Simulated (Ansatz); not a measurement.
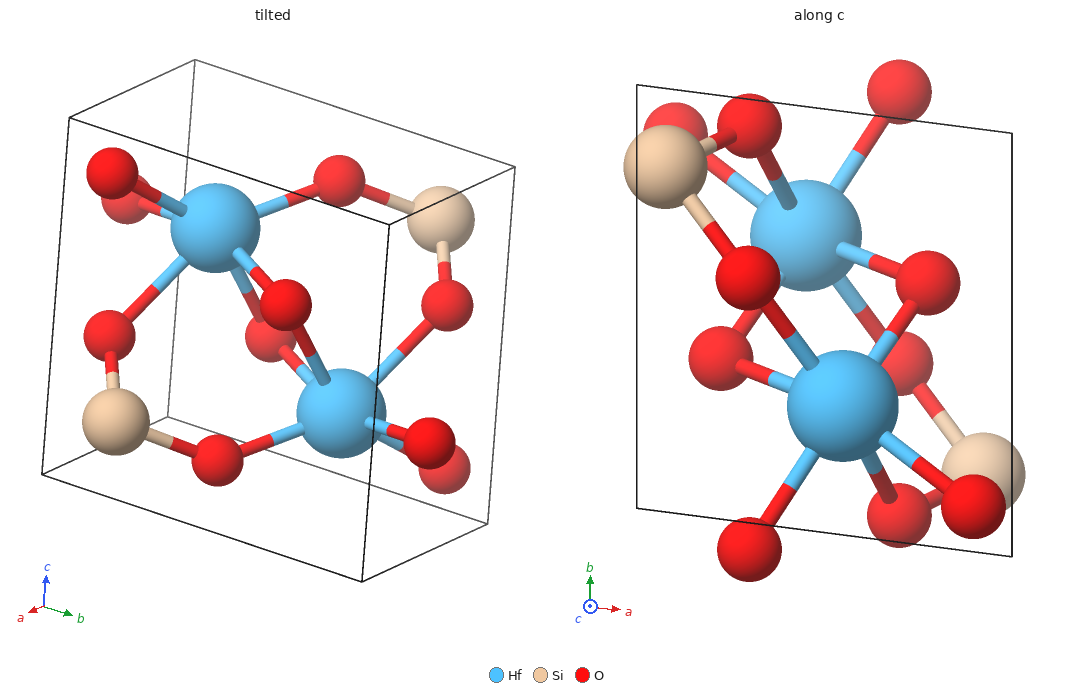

A ball-and-stick rendering, viewed slightly off an axis and along the c axis. The parallelepiped is the conventional unit cell.

HfSiO4, space group P-1 (No. 2), a = 4.653 Å, b = 5.254 Å, c = 5.384 Å, α = 103.12°, β = 100.85°, γ = 94.59°. The model was built from a structure type filled with these elements by a generator (whether the compound takes this form wasn't checked). Earlier steps of the study may have refined or changed the cell and positions. It went into a calculation with Ansatz.

This one geometry was computed with Ansatz (DFT, plane waves, PAW) at five levels of theory: PBE, PBE with spin-orbit coupling, PBE0, r2SCAN and HSE06. It was relaxed beforehand with r2SCAN.

Q: Which level gives the highest pressure at this volume, and what does that say about its equilibrium volume?

A: Highest: PBE (6.6 GPa) and PBE with spin-orbit coupling (6.4 GPa), which points to the largest equilibrium volume. Lowest, with the smallest volume: PBE0 (-0.4 GPa), r2SCAN (0.0 GPa) and HSE06 (-0.4 GPa). Levels within 0.5 GPa of each other can't be told apart.

Q: How does the band gap change with the level of theory?

A: PBE with spin-orbit coupling: a gap of 4.64 eV, indirect; PBE: a gap of 4.67 eV, indirect; r2SCAN: a gap of 5.19 eV, indirect; HSE06: a gap of 6.38 eV, indirect; PBE0: a gap of 7.15 eV, indirect.

Q: Collect the results in a table.

A:
| level | cutoff (eV) | k-mesh of the run's cell | gap (eV) | pressure (GPa) |
| --- | --- | --- | --- | --- |
| PBE | 420 | 6×6×6 | 4.67 | 6.6 |
| PBE with spin-orbit coupling | 420 | 6×6×6 | 4.64 | 6.4 |
| PBE0 | 420 | 4×4×4 | 7.15 | -0.4 |
| r2SCAN | 500 | 6×6×6 | 5.19 | 0.0 |
| HSE06 | 420 | 4×4×4 | 6.38 | -0.4 |

Gaps are taken on the k-mesh or band path of each run.
